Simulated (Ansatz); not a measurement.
**Single-point calculation, with input and output: MnS (part 2 of 2)**

Continued. System: MnS (12 atoms in the cell). Method: DFT PBE, scalar-relativistic, plane waves, PAW, spin-polarised (Ansatz 0.2.0); cutoff 420 eV, 8×8×2 k-mesh, Gaussian smearing of 0.05 eV, collinear spins. The structure derives from a Materials Project entry. It belongs to a series of runs on one base structure; here: the relaxed cell repeated 3 times.

Output, continued:
```
  k-point 1 ↑: bands = ["-70.7392", "-70.7392", "-70.7392", "-66.1879", "-66.1879", "-66.1879", "-39.4989", "-39.4989", "-39.4989", "-39.4947", "-39.4947", "-39.4947", "-39.4947", "-39.4947", "-39.4947", "-35.0389", "-35.0389", "-35.0389", "-35.0389", "-35.0389", "-35.0389", "-35.0200", "-35.0200", "-35.0199", "-3.6520", "-3.6520", "-3.1300", "-3.0776", "-2.3945", "-2.3945", "4.2813", "4.2813", "5.8018", "6.3609", "6.5030", "6.5030", "6.5030", "6.5030", "6.6906", "6.6906", "7.9531", "7.9531", "7.9531", "7.9531", "7.9737", "7.9737", "7.9942", "7.9942", "7.9962", "7.9962", "8.4916", "8.6589", "8.6589", "8.6589", "8.6589", "8.8988", "8.8988", "9.8911", "9.8911", "9.8911", "9.8911", "10.6472", "10.6472", "11.7500", "11.7500", "11.7978", "11.8260", "11.8260", "11.8260", "11.8260", "11.9530", "11.9530", "12.9055", "12.9055", "13.3262", "13.3262", "13.3262", "13.3262", "13.9943", "13.9943", "14.2757", "14.2757", "15.0845", "15.4188", "16.9953", "16.9953", "16.9953", "16.9953", "18.3266", "18.6969", "18.6969", "18.7830"]
  k-point 2 ↑: bands = ["-70.7391", "-70.7391", "-70.7391", "-66.1878", "-66.1878", "-66.1878", "-39.4988", "-39.4988", "-39.4988", "-39.4958", "-39.4958", "-39.4958", "-39.4950", "-39.4950", "-39.4950", "-35.0404", "-35.0404", "-35.0404", "-35.0393", "-35.0393", "-35.0393", "-35.0197", "-35.0197", "-35.0197", "-3.5816", "-3.3059", "-3.3027", "-2.6404", "-2.6360", "-2.2188", "4.2095", "5.0477", "5.0590", "6.3056", "6.3531", "6.3615", "6.4920", "6.6039", "6.6758", "7.0573", "7.0913", "7.5378", "7.5523", "7.6359", "7.6564", "7.7081", "7.7895", "8.0152", "8.0876", "8.1004", "8.3415", "8.3449", "8.6044", "8.7596", "8.8805", "9.0429", "9.1070", "9.6673", "9.6700", "9.8417", "9.8823", "10.0875", "10.3978", "11.7096", "11.7899", "11.7973", "12.0034", "12.0102", "12.0274", "12.0283", "12.0896", "12.1090", "12.4412", "12.7857", "12.8660", "12.9396", "13.1484", "13.3623", "14.3872", "14.9266", "15.3992", "15.4169", "15.7135", "15.7565", "16.5494", "16.5635", "17.4140", "17.6238", "17.6343", "18.3989", "18.4142", "18.5967"]
  k-point 19 ↓: bands = ["-70.7388", "-70.7387", "-70.7387", "-66.1874", "-66.1874", "-66.1874", "-39.5008", "-39.5008", "-39.5008", "-39.4988", "-39.4988", "-39.4988", "-39.4979", "-39.4979", "-39.4979", "-35.0473", "-35.0473", "-35.0473", "-35.0446", "-35.0446", "-35.0446", "-35.0183", "-35.0183", "-35.0183", "-2.1716", "-2.1716", "-2.1408", "-2.1313", "-2.0922", "-2.0922", "4.6428", "4.6428", "5.0253", "5.1184", "5.2413", "5.2413", "5.7785", "5.8010", "5.8010", "6.0177", "6.0278", "6.0278", "6.5300", "6.6682", "6.6682", "6.6771", "6.9031", "6.9031", "8.2522", "8.2522", "8.2725", "8.4693", "8.4791", "8.4791", "8.5090", "8.5090", "8.6482", "9.4025", "9.6242", "9.6242", "9.9283", "9.9790", "9.9790", "11.8856", "11.8856", "12.0829", "12.1064", "12.2690", "12.2690", "12.3519", "12.3688", "12.3688", "12.4462", "12.5690", "12.5690", "13.0705", "13.1100", "13.1100", "14.9072", "14.9072", "15.3956", "15.3956", "16.0434", "16.1603", "17.2140", "17.2559", "17.2559", "17.4042", "17.8638", "17.8638", "18.2917", "18.6767"]
--- Löwdin populations: 12 sites ---
  site symbol       q [e]    m [muB]
     0     Mn     14.0256    -4.3371
     1     Mn     14.0256    -4.3371
     2     Mn     14.0256    -4.3371
     3     Mn     14.0256     4.3371
     4     Mn     14.0256     4.3371
     5     Mn     14.0256     4.3371
     6      S      6.8358     0.0000
     7      S      6.8358     0.0000
     8      S      6.8358     0.0000
     9      S      6.8358     0.0000
    10      S      6.8358     0.0000
    11      S      6.8358     0.0000
  spilling = 0.006601 (of n_electrons = 126.000000)
```

File populations.tsv:
```
# site	symbol	l	j	q_up	q_dn
# orbitals = lowdin
# n_electrons = 126.000000
# spilling = 0.006601
0	Mn	0_3S	-	0.999832	0.999768
0	Mn	0_4S	-	0.252713	0.275677
0	Mn	1_3P	-	2.999099	2.999263
0	Mn	2_3D	-	0.592611	4.906669
1	Mn	0_3S	-	0.999832	0.999768
1	Mn	0_4S	-	0.252713	0.275677
1	Mn	1_3P	-	2.999099	2.999263
1	Mn	2_3D	-	0.592611	4.906669
2	Mn	0_3S	-	0.999832	0.999768
2	Mn	0_4S	-	0.252713	0.275677
2	Mn	1_3P	-	2.999099	2.999263
2	Mn	2_3D	-	0.592611	4.906669
3	Mn	0_3S	-	0.999768	0.999832
3	Mn	0_4S	-	0.275677	0.252712
3	Mn	1_3P	-	2.999263	2.999099
3	Mn	2_3D	-	4.906668	0.592611
4	Mn	0_3S	-	0.999768	0.999832
4	Mn	0_4S	-	0.275677	0.252712
4	Mn	1_3P	-	2.999263	2.999099
4	Mn	2_3D	-	4.906668	0.592611
5	Mn	0_3S	-	0.999768	0.999832
5	Mn	0_4S	-	0.275677	0.252712
5	Mn	1_3P	-	2.999263	2.999099
5	Mn	2_3D	-	4.906668	0.592611
6	S	0_3S	-	0.911769	0.911768
6	S	1_3P	-	2.506107	2.506107
7	S	0_3S	-	0.911769	0.911768
7	S	1_3P	-	2.506107	2.506107
8	S	0_3S	-	0.911769	0.911768
8	S	1_3P	-	2.506107	2.506107
9	S	0_3S	-	0.911769	0.911768
9	S	1_3P	-	2.506107	2.506107
10	S	0_3S	-	0.911769	0.911768
10	S	1_3P	-	2.506107	2.506107
11	S	0_3S	-	0.911769	0.911768
11	S	1_3P	-	2.506107	2.506107
```

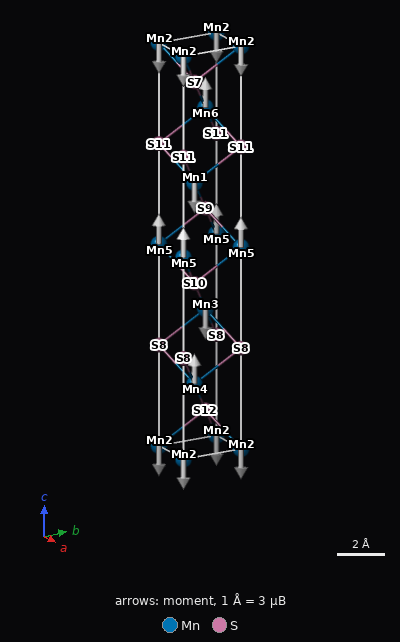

*Magnetic moments of the sites as white arrows (ball-and-stick view of the reduced cell, seen slightly off an axis; atoms are numbered from 1 in the order of the input); small moments hardly show. The run is collinear, so the axis drawn is arbitrary.*

Site moments: Mn1, Mn2, Mn3 (−4.09 μB); Mn4, Mn5, Mn6 (4.09 μB). They are counted near the atoms and needn't add up to the moment of the cell.

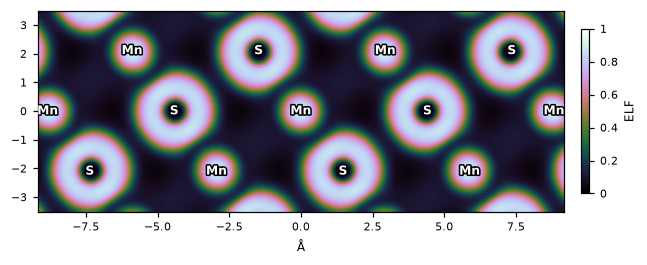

*Electron localisation function on the (110) plane of the conventional cell of the magnetic structure.*

Atoms in the plane: Mn and S. Mn–S (2.57 Å): the ELF is about 0.40 at the midpoint. The strong features right at Mn lie inside the PAW spheres (semicore, d or f shells) and say nothing about bonding. The fields are those of the smooth PAW valence density.

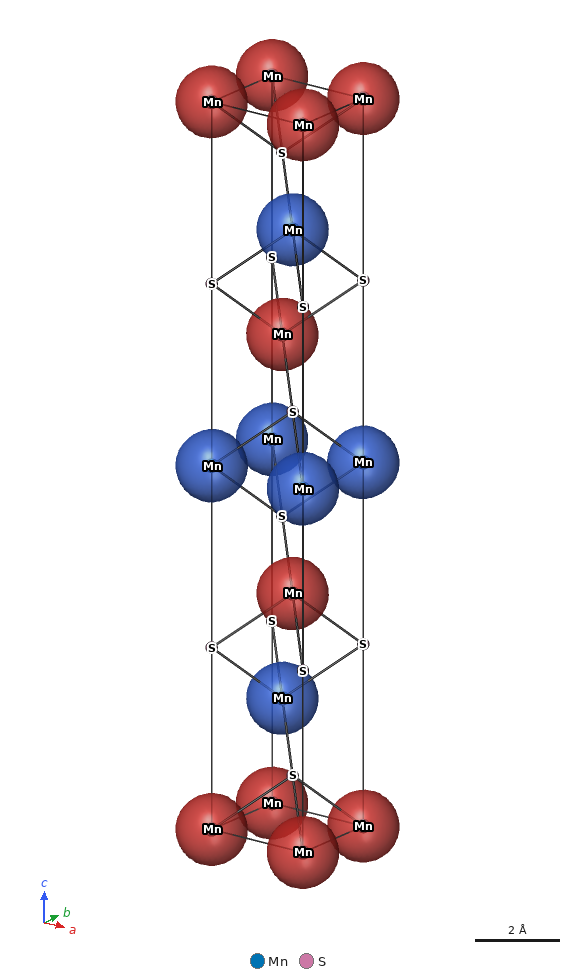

*Isosurfaces of the spin density at +0.3 (blue) and −0.3 e/Å³ (red), seen slightly off an axis. Sticks mark near contacts. The outline is the cell set on symmetry axes of the magnetic structure.*

The cell of the calculation (12 atoms) carries 0.0 μB net.

The run was set up as follows.

The input:
```yaml
crystal:
  lattice:
    - [-3.6403506238, 0.0, 0.0]
    - [-1.8201753119, -3.1526361189, 0.0]
    - [0.0, 0.0, 17.6577188752]
  atoms:
    - { symbol: Mn, position: [0.6666666667, 0.6666666667, 0.3333333333], spin: -4.49 }
    - { symbol: Mn, position: [1.0, 0.0, 0.0], spin: -4.49 }
    - { symbol: Mn, position: [0.3333333333, 0.3333333333, 0.6666666667], spin: -4.49 }
    - { symbol: Mn, position: [0.6666666667, 0.6666666667, 0.8333333333], spin: 4.49 }
    - { symbol: Mn, position: [1.0, 0.0, 0.5], spin: 4.49 }
    - { symbol: Mn, position: [0.3333333333, 0.3333333333, 0.1666666667], spin: 4.49 }
    - { symbol: S, position: [0.6666666667, 0.6666666667, 0.0833333925] }
    - { symbol: S, position: [1.0, 0.0, 0.7500000592] }
    - { symbol: S, position: [0.3333333333, 0.3333333333, 0.4166667258] }
    - { symbol: S, position: [0.6666666667, 0.6666666667, 0.5833332742] }
    - { symbol: S, position: [1.0, 0.0, 0.2499999408] }
    - { symbol: S, position: [0.3333333333, 0.3333333333, 0.9166666075] }
basis:
  ecutwfc: 420
kpoints:
  mp_grid: { grid: [8, 8, 2] }
hamiltonian:
  xc: pbe
scf:
  occupations: { method: gaussian, width: 0.05 }
output:
  forces: true
  stress: true
  eigenvalues: true
  populations: true
  write_density: true
  write_potential: true
  elf: true
  volumetric_format: npy
magnetization:
  spin_polarized: true
```

Run as:
```bash
ansatz run input.yaml --threads 2 --pin off --max-ram 5120MiB --backend cpu --events-out ev --progress --plain --runs-dir out
```

Results in brief:

| quantity | value |
| --- | --- |
| outcome | converged |
| space group (tolerance 0.01 Å) | R-3m (166) |
| electrons treated | 126 |
| free energy | −28811.8691 eV |
| Fermi energy | 11.003 eV |
| gap on the k-point mesh | 0.71 eV |
| net moment of the cell | 0.00 μB |
| integrated absolute moment | 26.37 μB |
| pressure | 0.03 GPa |
| largest force (length of the vector) | under 0.001 eV/Å |
| hardware | 2 threads of Arm Neoverse V2, 24 GiB of memory available, shared host |
| wall time | 33 s (CPU time 65 s) |
| peak memory | 0.91 GiB |

Semilocal DFT without U tends to delocalise the d electrons of such compounds and to underestimate the gap.
